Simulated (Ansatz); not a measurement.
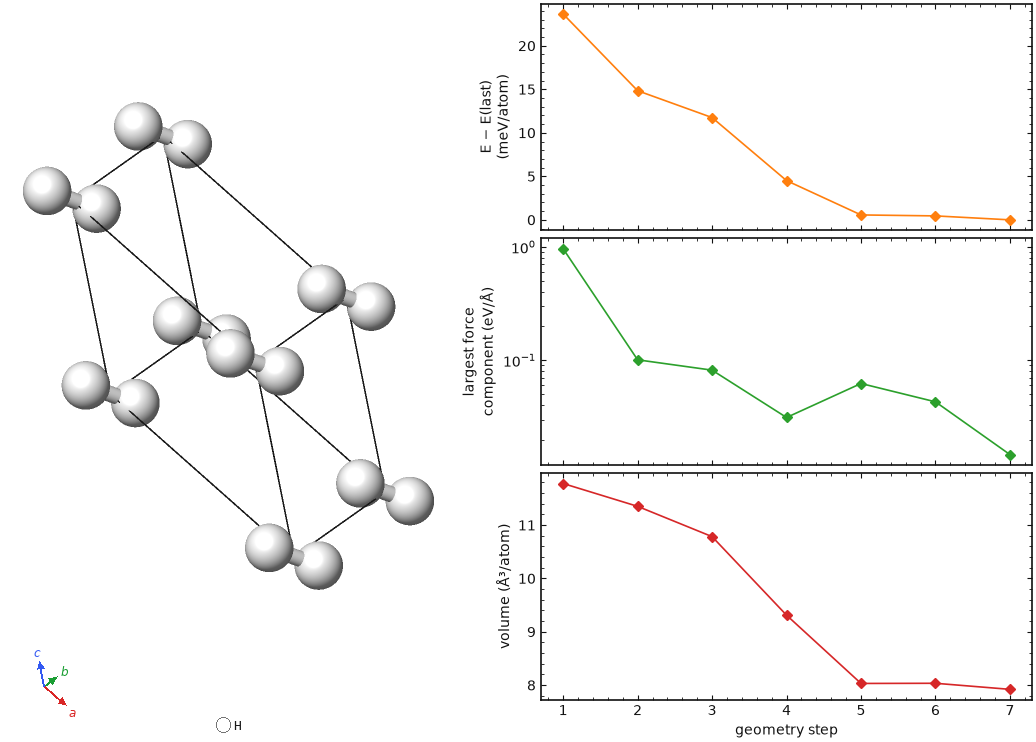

Beside the plot: the structure at the start.

History of a geometry optimisation. H (I4/mmm, 2 atoms in the cell); DFT LDA, scalar-relativistic, plane waves, PAW (Ansatz); cutoff 420 eV, 8×8×8 k-mesh, Gaussian smearing of 0.1 eV. Atoms and cell relax. A closing SCF on a freshly chosen basis isn't drawn.

The optimisation met its thresholds at geometry 7, counting the start as the first. The energy fell by about 24 meV/atom from the first step to the last. The largest force component goes from about 0.96 eV/Å at the start to 0.015 eV/Å at the end. The volume shrinks from 11.8 to 7.9 Å³ per atom (−33 %).
